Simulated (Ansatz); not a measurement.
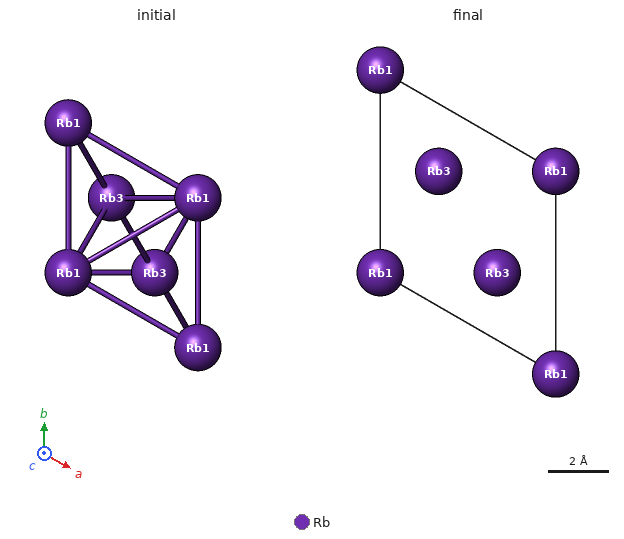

The structure of a crystal of Rb (set up in R-3m) before (left) and after (right) a relaxation, at one scale.

Style: ball-and-stick. Shown: the conventional cell (3 times the calculation's cell), along the c axis. Lengths and directions refer to the drawn axes.

Case: relaxed at -1 GPa.

These are results of DFT PBEsol, scalar-relativistic, plane waves, PAW in Ansatz, not measurements.

The input:
```yaml
crystal:
  lattice:
    - [2.498901493, 1.4427414497, 12.1294410836]
    - [-2.498901493, 1.4427414497, 12.1294410836]
    - [0.0, -2.8854828993, 12.1294410836]
  atoms:
    - { symbol: Rb, position: [0.0, 0.0, 0.0] }
    - { symbol: Rb, position: [0.7778058371, 0.7778058371, 0.7778058371] }
    - { symbol: Rb, position: [0.2221941629, 0.2221941629, 0.2221941629] }
basis:
  ecutwfc: 420
kpoints:
  mp_grid: { grid: [12, 12, 12] }
hamiltonian:
  xc: pbesol
scf:
  occupations: { method: gaussian, width: 0.1 }
output:
  forces: true
  stress: true
  eigenvalues: true
relax:
  adjacent_minimum: "off"
  f_tol: 0.008
  max_steps: 50
  cell: { stress_tol: 0.08, p_target: -1.0 }
```

Q: Summarise the run.

A: The run was cut off at its time limit before the relaxation converged, so the last structure is only a point on the way. After 8 geometry steps the energy has risen by 1.256 eV per cell of the calculation. With the target pressure of -1 GPa, the enthalpy E + pV changes by −1.155 eV per cell of the calculation. Largest force component: 0.00028 eV/Å at the start, 0.0012 eV/Å at the end. Pressure: −0.03 GPa at the start and −0.63 GPa at the end. No atom moves by more than 0.005 Å relative to the cell. The drawn cell changes as follows: a = b 4.998 → 6.763 Å (+35.3 %), c 36.388 → 49.129 Å (+35.0 %); the volume changes by +147.2 %. Near-neighbour distances that change, for instance: Rb1–Rb1 4.998 → 6.763 Å, Rb1–Rb2 4.968 → 6.712 Å. Bonds break: Rb1–Rb2 (4.97 → 6.71 Å), Rb1–Rb3 (4.97 → 6.71 Å), Rb2–Rb3 (4.97 → 6.71 Å). The space group stays R-3m (No. 166). The run took of the order of 5 core-minutes on a shared host.
